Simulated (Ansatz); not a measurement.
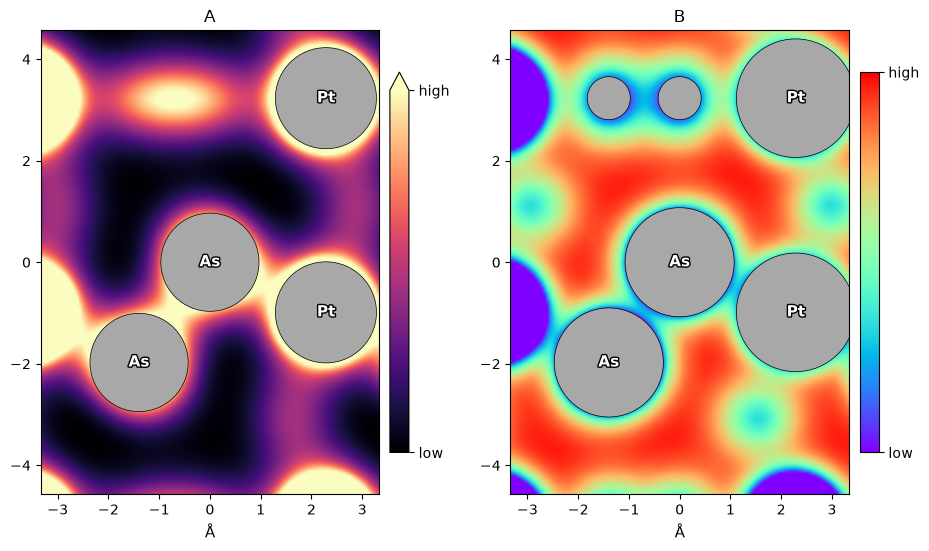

As2Pt: 2 fields on the (101) plane of the conventional cell, with unlabelled colour scales. Grey discs cover the atomic cores.

Space group Pa-3.

Level of theory: DFT PBE, plane waves, PAW (Ansatz).

### The panels show electrostatic potential energy of an electron and valence pseudo-density in some order. Assign them.

Panel A: valence pseudo-density. Panel B: electrostatic potential energy of an electron (low next to the atoms, rising into the space between them). From the grid: As–As (2.42 Å): ρ is about 0.61 e/Å³ halfway. As–Pt (2.49 Å): ρ at the midpoint is about 0.59 e/Å³.
